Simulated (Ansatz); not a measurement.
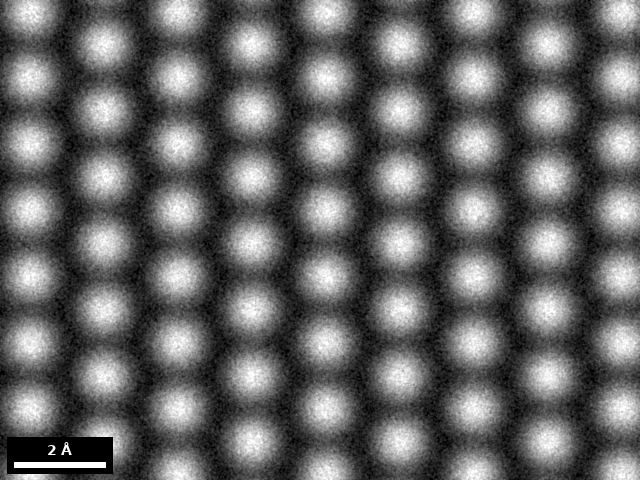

HAADF-like image of a crystal. The image is simulated as a sum over atoms of Z^1.8, blurred by a 0.78 Å probe (no channelling). The display is stretched by a gamma of 0.65; percentages refer to the linear signal. Shot noise was added.

Question: What two-dimensional lattice does the image show, and how large is its cell?

Answer: The pattern repeats on a centred rectangular net of 1.4 × 3.2 Å.

Question: What is the plane group of the image?

Answer: c2mm: perpendicular mirror lines on a centred net, with further twofold points between them.

Question: How many columns does the smallest repeating cell hold, and how many levels of brightness?

Answer: 1 column in the primitive cell of 2.3 Å², all of one brightness.

The crystal is Al (Im-3m, No. 229) seen along [210]. Model: the geometry given to an electronic-structure calculation, possibly off equilibrium; the starting structure was generated, so it need not be a known form of this composition.
